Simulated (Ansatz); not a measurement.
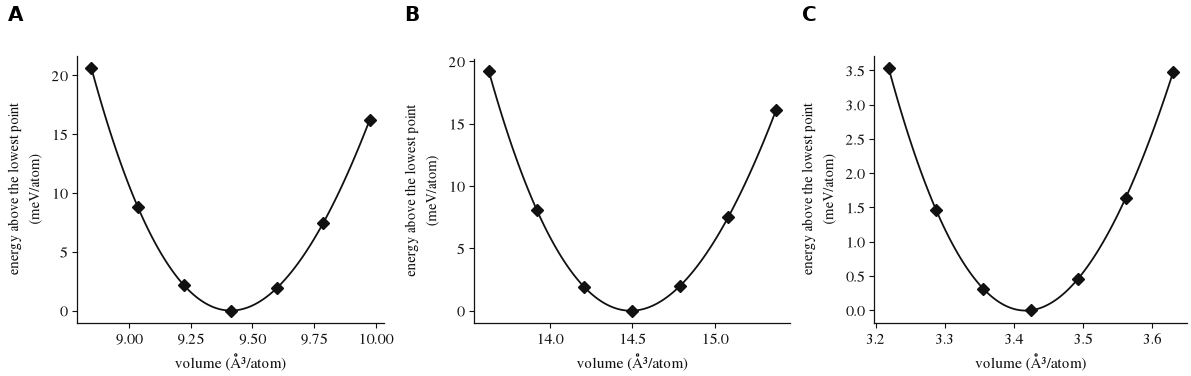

Each panel shows the energy above the lowest point against volume for one of these solids: CuO₂, Fm-3m (No. 225); H, Fd-3m (No. 227); Sn₂O₃, Pn-3m (No. 224).

Calculation (Ansatz 0.2.0 development build): equation of state of a cubic crystal from periodic Kohn-Sham density functional theory without spin, third-order Birch-Murnaghan fit to the free energies; pressure corrected for the finite basis. Level: PBE.

Match the panels to the solids.

Answer. A is CuO₂ (energy above the lowest point from 0.0 meV/atom to 20.6 meV/atom, V0 9.412 Å³/atom, B0 173 GPa); B is Sn₂O₃ (energy above the lowest point from 0.0 meV/atom to 19.2 meV/atom, V0 14.49 Å³/atom, B0 108 GPa); C is H (energy above the lowest point from 0.00 meV/atom to 3.54 meV/atom, V0 3.417 Å³/atom, B0 91.3 GPa).

For CuO₂, limits of the calculation: cubic model structure, not the ambient form; no spin polarisation, a magnetic state may lie lower.

For H, limits of the calculation: cubic model structure, not the ambient form; modest k-mesh, values are not fully converged in k.

For Sn₂O₃, limits of the calculation: cubic model structure, not the ambient form; modest k-mesh, values are not fully converged in k.
